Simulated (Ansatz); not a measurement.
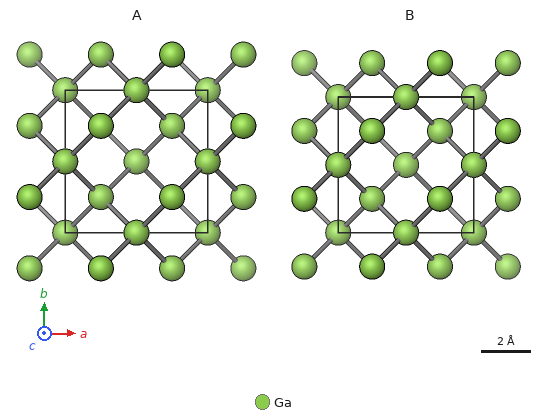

Two geometries of a crystal of Ga (built on the diamond_227 type) (coarse preliminary run), drawn at one scale. One is the start of a relaxation, the other its converged end. Style: ball-and-stick. Shown: the conventional cell (4 times the calculation's cell), along the c axis. Lengths and directions refer to the drawn axes.

These are results of DFT PBE, scalar-relativistic, plane waves, PAW (Ansatz), not measurements. Set-up: plane-wave cutoff 420 eV; k-point mesh 6 × 6 × 6; occupations gaussian; smearing width 0.1 eV; no spin polarisation; cell and atoms relaxed; force threshold 0.04 eV/Å; at most 70 steps.

Question: Which of the two is the end point?

Answer: Structure A is the relaxed one. Case: diamond type (Fd-3m, No. 227). No atom moves by more than 0.005 Å relative to the cell. Cell: a = b = c 5.596 → 5.878 Å (+5.0 %). Volume +15.9 %. Among the contacts that change: Ga–Ga 2.423 → 2.545 Å. The space group stays Fd-3m (No. 227). The energy falls by 0.139 eV per cell of the calculation in 3 accepted moves (4 points after the start). All forces vanish by symmetry, so only the cell relaxes. Pressure: 7.35 GPa at the start and 0.18 GPa at the end. At 1 point the geometry stayed and the basis and grid were re-selected for the new cell (energy shift of 1.7 meV per cell of the calculation at most each time). The run took of the order of 4 core-seconds on a shared host.
